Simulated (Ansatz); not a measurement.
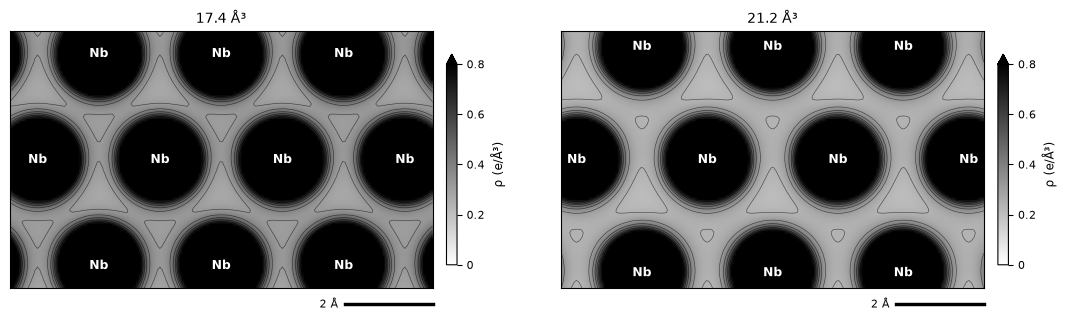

Nb. The valence charge density (pseudo) of cells scaled evenly to different volumes (given per atom above each panel), on the (001) plane of each (indices in the axes of the cell below), at one length scale and on one colour scale.

A generated structure, not necessarily the stable one.

Computed with Ansatz, DFT, revPBE, plane waves (420 eV) with PAW, scalar-relativistic.

The largest cell:

```cif
data_structure
_symmetry_space_group_name_H-M 'P 1'
_symmetry_Int_Tables_number 1
_cell_length_a 2.9900
_cell_length_b 2.9900
_cell_length_c 10.9504
_cell_angle_alpha 90.000
_cell_angle_beta 90.000
_cell_angle_gamma 120.000
_cell_volume 84.78
loop_
_atom_site_label
_atom_site_type_symbol
_atom_site_fract_x
_atom_site_fract_y
_atom_site_fract_z
_atom_site_occupancy
Nb1 Nb 0.00000 0.00000 0.00000 1
Nb2 Nb 0.00000 0.00000 0.50000 1
Nb3 Nb 0.33333 0.66667 0.25000 1
Nb4 Nb 0.66667 0.33333 0.75000 1
```

| volume (Å³/atom) | Nb–Nb contact in the plane (Å) | ρ at its midpoint (e/Å³) | pressure (GPa) | 
| --- | --- | --- | --- |
| 17.41 | 2.800 | 0.321 | 15.2 | 
| 18.17 | 2.840 | ? | ? | 
| 21.20 | 2.990 | 0.247 | −14.2 | 

> What values belong in the row with question marks?

Over the known rows ln ρ falls by 1.38 per Å of Nb–Nb distance (the line through the two), which gives 0.304 e/Å³ at 2.840 Å; the calculation gives 0.303 e/Å³. For the pressure, a straight line in volume between the neighbouring rows gives 9.3 GPa; the calculation gives 6.9, lower because pressure rises ever faster on compression.
